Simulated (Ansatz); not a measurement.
**ZnO: geometry relaxation (part 2 of 3)**

The same run, continued: ZnO (36 atoms in the cell); DFT PBE, scalar-relativistic, plane waves, PAW, no spin polarisation (Ansatz 0.2.0); cutoff 420 eV, 2×2×2 k-mesh, Gaussian smearing of 0.02 eV. The structure derives from a Materials Project entry. It belongs to a series of runs on one base structure; here: the perfect supercell shaken and relaxed.

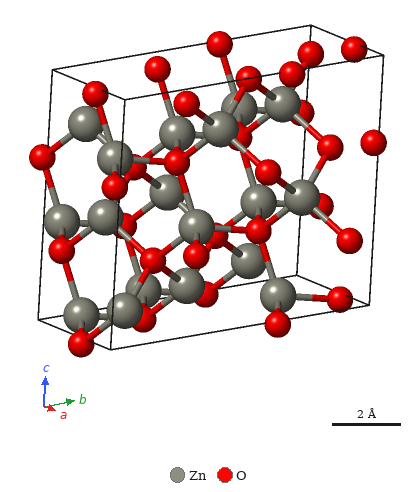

Fig. 1: The geometry at step 4 of the log (ball-and-stick view of the cell of the calculation, seen slightly off an axis).

```
SCF converged after 5 iterations
Free energy (F): -69963.252740 eV
Harris-Foulkes:  -69963.252740 eV  (|F-HF|=3.20e-8)
Internal energy: -69963.252740 eV  (E = F + TS)
E sigma→0 (E₀):  -69963.252740 eV
Fermi energy:    7.592430 eV
--- Per-component energies (eV) ---
  E_band       = 458.344842
  E_kinetic    = 5490.326690
  E_local      = -36503.011328  (includes V_loc(G=0)·N_el)
  E_nonlocal   = 12017.358082
  E_hartree    = 14986.971659
  E_xc         = -3773.727202
  E_vxc        = -2600.692177  (∫ρ·V_xc dr)
  E_paw        = -35826.164675  (= ΣΔE_a)
  E_vpaw       = -7919.629258  (= ΣTr[D̂ρ^β])
  E_aug_tail   = 0.037438  (compensation charges beyond the density's cutoff)
  E_ewald      = -26355.043404
  E_smearing   = -0.000000  (= −TS)
  E_closure    = 0.000000  (closes the sum)
  Σ components = -69963.252740   (vs F -69963.252740, Δ=0.00e0)
--- Forces (eV/Å), atoms counted from 1 ---
  atom   1  Zn    -0.00309323     0.00264798    -0.00191997
  atom   2  Zn    -0.00316059     0.00054448    -0.00638098
  atom   3  Zn    -0.00406278     0.00005293    -0.00590671
  atom   4  Zn     0.00386874     0.00296169    -0.00175690
  atom   5  Zn    -0.00573547     0.00336538    -0.00353257
  atom   6  Zn     0.00272135    -0.00415080     0.00801875
  atom   7  Zn    -0.00184367    -0.00015206    -0.00092067
  atom   8  Zn     0.00336679     0.00546792     0.00180038
  atom   9  Zn     0.00519307     0.00434911     0.00146852
  atom  10  Zn    -0.00982789     0.00509474    -0.00173438
  atom  11  Zn     0.00712093    -0.00175078    -0.00333183
  atom  12  Zn     0.00325736     0.00191709    -0.00263666
  atom  13  Zn    -0.00140240    -0.00707529    -0.00238475
  atom  14  Zn    -0.00240603    -0.00537649    -0.00513509
  atom  15  Zn    -0.00120757    -0.00548912     0.00395831
  atom  16  Zn     0.00457668    -0.00620499     0.00533993
  atom  17  Zn    -0.00075810    -0.00040595    -0.00171670
  atom  18  Zn     0.00089104    -0.01426779     0.00285065
  atom  19  O     -0.00365067     0.00403174     0.00274208
  atom  20  O     -0.00035814    -0.00135789    -0.00313831
  atom  21  O      0.00280494    -0.00037488     0.00858438
  atom  22  O      0.00031239    -0.00281942    -0.00118538
  atom  23  O      0.00048814     0.00470453    -0.00466576
  atom  24  O     -0.00015942     0.01606448    -0.01033207
  atom  25  O      0.00489156     0.00126285    -0.00489970
  atom  26  O     -0.00094297     0.00633246    -0.00379007
  atom  27  O      0.00033569     0.00050701     0.00219146
  atom  28  O      0.00393437    -0.00015357    -0.00109731
  atom  29  O     -0.00050311    -0.00186719     0.00222613
  atom  30  O     -0.00252456     0.00270765     0.00746473
  atom  31  O      0.00277916    -0.00452335     0.00940300
  atom  32  O      0.00370536    -0.00154804     0.00004852
  atom  33  O     -0.00343434    -0.00125162     0.00217315
  atom  34  O      0.00079590    -0.00522929     0.00168461
  atom  35  O     -0.00077082    -0.00526899     0.00729773
  atom  36  O     -0.00526520     0.00719565    -0.00085813
  max |Σ_I F_I| component: 7.16e-5 eV/Å
--- Band table (eV) ---
  k-point 0: bands = ["-11.0002", "-10.6437", "-10.6427", "-10.6423", "-10.5271", "-10.5054", "-10.5044", "-10.5039", "-10.4059", "-10.4049", "-10.4045", "-10.2987", "-10.2986", "-10.2980", "-10.2971", "-10.2733", "-10.2724", "-10.2719", "0.8215", "0.8220", "0.8222", "0.8867", "0.8871", "0.8873", "0.9046", "0.9049", "0.9050", "1.1113", "1.1131", "1.1793", "1.1802", "1.1972", "1.1974", "1.2162", "1.2164", "1.2165", "1.3073", "1.3076", "1.3487", "1.3489",
      "1.3492", "1.3496", "1.3676", "1.3682", "1.3690", "1.4793", "1.4798", "1.4804", "1.5163", "1.5167", "1.5169", "1.5591", "1.5593", "1.5598", "1.5606", "1.5613", "1.5617", "1.5746", "1.5753", "1.5759", "1.6763", "1.6765", "1.7290", "1.7297", "1.7301", "1.8340", "1.8342", "1.8347", "1.9447", "1.9449", "1.9451", "1.9455", "2.1736", "2.1737", "2.1740", "2.2069", "2.2070", "2.2757", "2.2760", "2.2822",
      "2.2823", "2.3099", "2.3104", "2.3105", "2.3413", "2.3416", "2.3419", "2.3584", "2.3589", "2.3590", "2.3964", "2.3968", "2.3969", "2.4126", "2.4127", "2.4422", "2.4423", "2.4426", "2.4561", "2.4565", "2.4566", "2.5865", "2.5866", "2.5869", "2.5872", "2.6051", "2.6057", "2.6057", "2.9995", "3.0000", "3.0004", "3.1528", "3.1533", "3.1536", "3.1539", "3.3306", "3.4378", "3.4378", "3.5840", "3.5842",
      "3.5846", "3.6702", "3.6707", "3.6710", "3.7989", "3.7993", "3.7995", "4.4654", "4.4658", "4.4661", "4.7855", "4.7856", "4.9672", "4.9674", "4.9678", "5.0602", "5.0606", "5.0610", "5.2056", "5.2061", "5.2063", "5.2068", "5.4075", "5.4079", "5.4081", "5.6305", "5.6313", "5.6317", "5.6757", "5.7117", "5.7123", "5.7125", "5.9341", "5.9346", "5.9353", "6.0701", "6.0710", "6.1134", "6.1142", "6.1143",
      "6.6016", "6.6017", "8.5831", "10.8992", "10.8997", "10.9012", "11.3163", "11.5478", "11.5489", "11.5504", "12.3078", "12.3089", "12.3103", "13.9173", "13.9185", "13.9201", "14.3006", "14.3016", "14.3030", "14.3043", "14.4921", "14.4931", "14.7169", "14.7176", "14.7190", "14.7671", "14.7690", "15.2589", "15.3744", "15.3758", "15.3770", "15.4139", "15.4147", "15.4158", "15.5472", "15.5480", "15.5498", "16.2710"]
  k-point 1: bands = ["-10.9472", "-10.7423", "-10.6680", "-10.6671", "-10.5891", "-10.4587", "-10.4579", "-10.4216", "-10.3762", "-10.3755", "-10.3751", "-10.3517", "-10.3509", "-10.3196", "-10.3189", "-10.2760", "-10.2494", "-10.2487", "0.8976", "0.9247", "0.9412", "0.9415", "0.9535", "0.9555", "0.9559", "1.0008", "1.0014", "1.0164", "1.0299", "1.0660", "1.0662", "1.0814", "1.0816", "1.2429", "1.2521", "1.2984", "1.2986", "1.3000", "1.3017", "1.3345",
      "1.3417", "1.3578", "1.3606", "1.3608", "1.3910", "1.3914", "1.4285", "1.4290", "1.4558", "1.4612", "1.4664", "1.4671", "1.5139", "1.5530", "1.5534", "1.5770", "1.5775", "1.6181", "1.6188", "1.6346", "1.6348", "1.7040", "1.7047", "1.7115", "1.7124", "1.7382", "1.7385", "1.8148", "1.8662", "1.8668", "1.9210", "1.9218", "2.1919", "2.2132", "2.2135", "2.2207", "2.2209", "2.2417", "2.3077", "2.3081",
      "2.3132", "2.3134", "2.3180", "2.3243", "2.3394", "2.3396", "2.3730", "2.3732", "2.3772", "2.3883", "2.3918", "2.4027", "2.4279", "2.4283", "2.4384", "2.4504", "2.4869", "2.4870", "2.5152", "2.5156", "2.5158", "2.5185", "2.5188", "2.5424", "2.5784", "2.5785", "2.6794", "2.6798", "2.8046", "2.9177", "2.9195", "2.9640", "3.1666", "3.1669", "3.1674", "3.3366", "3.3370", "3.4588", "3.4592", "3.5246",
      "3.5249", "3.9793", "3.9796", "4.1004", "4.3199", "4.3203", "4.3764", "4.3768", "4.5505", "4.5781", "4.5785", "4.5792", "4.5794", "4.7043", "4.7927", "4.9504", "4.9513", "5.0763", "5.1193", "5.1195", "5.2858", "5.2865", "5.4606", "5.4610", "5.5596", "5.5732", "5.6220", "5.6239", "5.6243", "5.6252", "5.6262", "5.6421", "5.7362", "5.9108", "5.9116", "5.9348", "5.9679", "6.0495", "6.0498", "6.2010",
      "6.4353", "6.5134", "8.9917", "10.3399", "10.7708", "10.7723", "11.2824", "12.1168", "12.4106", "12.4126", "12.6607", "12.6624", "12.7226", "13.1252", "13.1276", "13.1685", "13.1692", "13.1714", "14.2020", "14.2043", "14.5744", "14.6890", "14.6902", "14.8534", "15.0687", "15.0940", "15.0959", "15.1144", "15.1171", "15.2210", "15.2227", "15.2904", "15.2921", "16.0177", "16.1402", "16.1419", "16.6860", "16.6876"]
  k-point 2: bands = ["-10.9472", "-10.7423", "-10.6678", "-10.6673", "-10.5891", "-10.4586", "-10.4580", "-10.4215", "-10.3765", "-10.3754", "-10.3750", "-10.3516", "-10.3510", "-10.3196", "-10.3189", "-10.2761", "-10.2494", "-10.2487", "0.8976", "0.9248", "0.9409", "0.9416", "0.9536", "0.9556", "0.9558", "1.0009", "1.0012", "1.0167", "1.0299", "1.0660", "1.0662", "1.0814", "1.0817", "1.2427", "1.2523", "1.2983", "1.2988", "1.2999", "1.3017", "1.3342",
      "1.3417", "1.3579", "1.3604", "1.3607", "1.3911", "1.3914", "1.4284", "1.4290", "1.4559", "1.4611", "1.4664", "1.4671", "1.5139", "1.5530", "1.5535", "1.5769", "1.5775", "1.6182", "1.6190", "1.6346", "1.6348", "1.7039", "1.7047", "1.7115", "1.7123", "1.7381", "1.7383", "1.8148", "1.8661", "1.8667", "1.9212", "1.9219", "2.1920", "2.2133", "2.2135", "2.2206", "2.2209", "2.2416", "2.3077", "2.3081",
      "2.3132", "2.3135", "2.3181", "2.3242", "2.3394", "2.3397", "2.3730", "2.3732", "2.3772", "2.3884", "2.3918", "2.4026", "2.4279", "2.4283", "2.4385", "2.4504", "2.4868", "2.4870", "2.5151", "2.5156", "2.5157", "2.5186", "2.5188", "2.5424", "2.5784", "2.5785", "2.6795", "2.6797", "2.8046", "2.9178", "2.9194", "2.9640", "3.1663", "3.1667", "3.1675", "3.3365", "3.3371", "3.4588", "3.4595", "3.5246",
      "3.5252", "3.9791", "3.9792", "4.1003", "4.3201", "4.3205", "4.3765", "4.3767", "4.5509", "4.5781", "4.5784", "4.5789", "4.5792", "4.7043", "4.7927", "4.9504", "4.9512", "5.0766", "5.1194", "5.1195", "5.2860", "5.2864", "5.4605", "5.4614", "5.5594", "5.5733", "5.6220", "5.6234", "5.6245", "5.6254", "5.6260", "5.6420", "5.7362", "5.9108", "5.9114", "5.9350", "5.9679", "6.0494", "6.0499", "6.2010",
      "6.4352", "6.5134", "8.9916", "10.3398", "10.7713", "10.7721", "11.2824", "12.1168", "12.4108", "12.4124", "12.6613", "12.6622", "12.7227", "13.1261", "13.1265", "13.1675", "13.1702", "13.1711", "14.2026", "14.2034", "14.5757", "14.6887", "14.6903", "14.8537", "15.0694", "15.0940", "15.0953", "15.1140", "15.1170", "15.2206", "15.2223", "15.2896", "15.2923", "16.0179", "16.1413", "16.1422", "16.6864", "16.6875"]
  k-point 3: bands = ["-10.9471", "-10.7423", "-10.6681", "-10.6670", "-10.5891", "-10.4589", "-10.4577", "-10.4215", "-10.3767", "-10.3753", "-10.3748", "-10.3519", "-10.3508", "-10.3198", "-10.3187", "-10.2760", "-10.2496", "-10.2485", "0.8976", "0.9247", "0.9416", "0.9419", "0.9531", "0.9556", "0.9559", "1.0010", "1.0013", "1.0162", "1.0293", "1.0663", "1.0665", "1.0814", "1.0815", "1.2437", "1.2523", "1.2974", "1.2981", "1.2994", "1.3023", "1.3344",
      "1.3418", "1.3583", "1.3604", "1.3610", "1.3903", "1.3907", "1.4286", "1.4289", "1.4561", "1.4622", "1.4662", "1.4668", "1.5133", "1.5528", "1.5534", "1.5769", "1.5775", "1.6176", "1.6184", "1.6350", "1.6354", "1.7042", "1.7045", "1.7120", "1.7124", "1.7378", "1.7385", "1.8158", "1.8666", "1.8669", "1.9206", "1.9215", "2.1918", "2.2134", "2.2137", "2.2209", "2.2210", "2.2418", "2.3078", "2.3080",
      "2.3133", "2.3134", "2.3179", "2.3243", "2.3395", "2.3396", "2.3729", "2.3731", "2.3773", "2.3882", "2.3918", "2.4028", "2.4280", "2.4282", "2.4383", "2.4503", "2.4869", "2.4870", "2.5154", "2.5156", "2.5158", "2.5184", "2.5185", "2.5421", "2.5783", "2.5786", "2.6795", "2.6797", "2.8047", "2.9184", "2.9187", "2.9636", "3.1665", "3.1668", "3.1674", "3.3365", "3.3367", "3.4588", "3.4594", "3.5245",
      "3.5247", "3.9795", "3.9797", "4.1002", "4.3193", "4.3199", "4.3768", "4.3770", "4.5507", "4.5786", "4.5789", "4.5802", "4.5805", "4.7044", "4.7922", "4.9505", "4.9511", "5.0753", "5.1189", "5.1194", "5.2861", "5.2866", "5.4610", "5.4614", "5.5597", "5.5726", "5.6212", "5.6238", "5.6244", "5.6256", "5.6259", "5.6426", "5.7355", "5.9110", "5.9114", "5.9346", "5.9682", "6.0497", "6.0499", "6.2009",
      "6.4350", "6.5132", "8.9917", "10.3399", "10.7708", "10.7720", "11.2825", "12.1171", "12.4110", "12.4122", "12.6610", "12.6624", "12.7226", "13.1254", "13.1270", "13.1681", "13.1699", "13.1717", "14.2024", "14.2040", "14.5745", "14.6889", "14.6902", "14.8534", "15.0685", "15.0940", "15.0956", "15.1150", "15.1162", "15.2213", "15.2221", "15.2912", "15.2917", "16.0177", "16.1396", "16.1409", "16.6859", "16.6873"]
```
